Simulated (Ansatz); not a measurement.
WSe₂

Input

```
crystal:
  lattice:
    - [-3.2789854852, 0.0, 0.0]
    - [-1.6394927426, -2.8396847288, 0.0]
    - [-0.4098731856, -0.7099211822, 14.0112373504]
  atoms:
    - { symbol: W, position: [0.0, -0.1875, 0.75] }
    - { symbol: W, position: [0.0, -0.0625, 0.25] }
    - { symbol: Se, position: [0.3333333333, 0.1157642268, 0.8702764262] }
    - { symbol: Se, position: [0.3333333333, 0.2407642268, 0.3702764262] }
    - { symbol: Se, position: [0.3333333333, 0.3009024399, 0.1297235738] }
    - { symbol: Se, position: [0.3333333333, 0.1759024399, 0.6297235738] }
basis:
  ecutwfc: 420
kpoints:
  mp_grid: { grid: [9, 9, 2] }
hamiltonian:
  xc: pbe
  pseudopotentials: { kind: paw, azcp: { folder: soft_1 } }
  dispersion: d3bj
scf:
  occupations: { method: gaussian, width: 0.05 }
output:
  forces: true
  stress: true
  eigenvalues: true
  write_density: true
  write_potential: true
  elf: true
  volumetric_format: npy
```

Command:

```sh
ansatz run input.yaml --threads 2 --pin off --max-ram 4096MiB --backend cpu --events-out ev --progress --plain --runs-dir out
```

Below, planes, directions and counts refer to the conventional cell (a = 3.28 Å, b = 5.68 Å, c = 14.04 Å, α = 90.00°, β = 93.35°, γ = 90.00°).

Space group C2; a point of a scan over the structure, not its minimum; a structure from a database of computed crystals, not necessarily the ambient phase; PAW files of the earlier set (soft_1).

Computed with Ansatz, DFT PBE+D3(BJ), scalar-relativistic, plane waves, PAW.

Core electrons are frozen (PAW), and the valence fields are smoothed inside the atomic spheres.

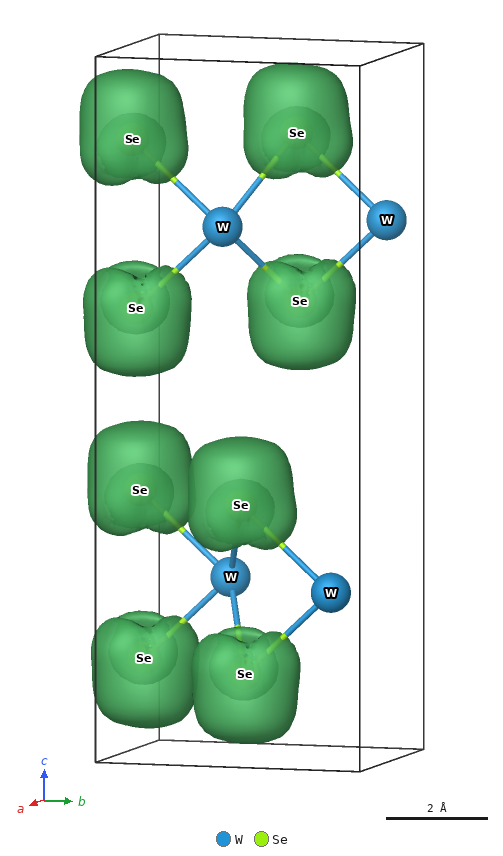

Figure 1. Isosurface of the electron localisation function at 0.7 (green), seen at an oblique angle. Only the valence region is drawn (cores and ρ < 0.01 e/Å³ removed). Sticks mark near contacts.

### What do the ELF domains correspond to?

The ELF exceeds this value in eight regions wrapped around Se (the valence shell of each), counted in one cell of 12 atoms. Regions shared between cells count once. Along the contacts the grid gives the following. W–Se (2.53 Å): the ELF is about 0.55 at the midpoint.

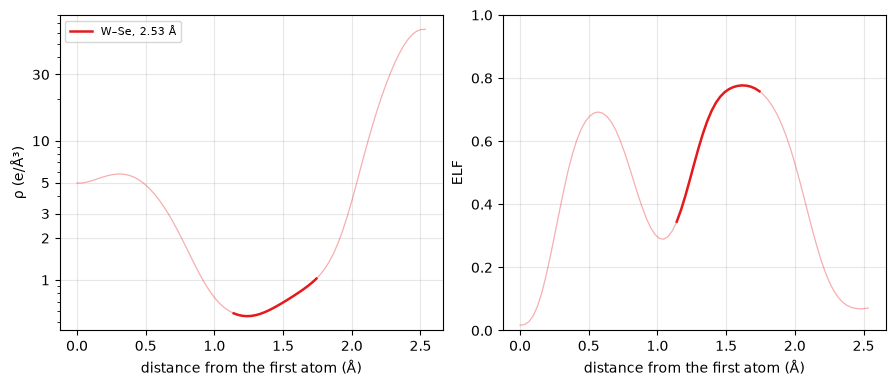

Figure 2. Valence pseudo-density and ELF along straight lines between neighbouring atoms. Thin, pale parts lie inside the atomic spheres.

### What can be read from the curves?

W–Se (2.53 Å): the density is about 0.55 e/Å³ at the midpoint; the ELF is about 0.55 at the midpoint.

### Does the calculation make it a metal, or give it a gap?

It is gapped, with a Kohn–Sham gap of 1.4 eV on the k-point mesh, an upper bound to the gap of this method.
